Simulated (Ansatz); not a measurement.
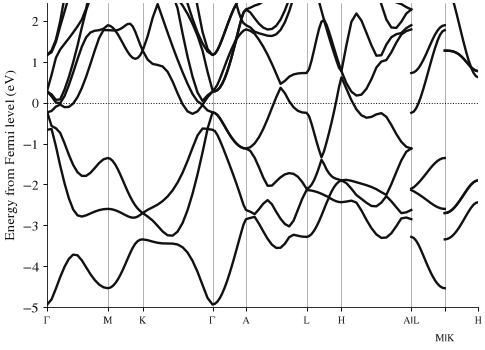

Band structure. Energies are counted from the Fermi level.

> Which Bravais lattice do the labels of the path belong to?

A hexagonal (primitive) lattice: the path Γ–M–K–Γ–A–L–H–A|L–M|K–H runs through the special points of its Brillouin zone.

Structure: CdI2-type Ta2N, space group P-3m1, 3 atoms in the cell; a = 3.113 Å, c = 4.870 Å (hexagonal axes).

Level of theory: PBEsol, Ansatz PAW, no spin polarisation, no spin-orbit coupling, 10×10×6 k mesh, 420 eV cutoff, Fermi-Dirac smearing of 0.05 eV; code Ansatz 0.2.0.

> Is there a gap at the Fermi level?

A metal: bands cross the Fermi level along this path.

> Which levels at L lie nearest to the Fermi level?

At L the nearest levels lie 0.25 eV below and 0.72 eV above the Fermi level.

Spin-orbit coupling is left out, which matters for Ta. The PAW data sets were made with another functional. The cell is at −9 GPa in this functional. The cell comes from a database of computed structures, and whether it is the stable form of this composition wasn't checked. Bands are joined in order of energy, so crossings between the computed points show as kinks or gaps.
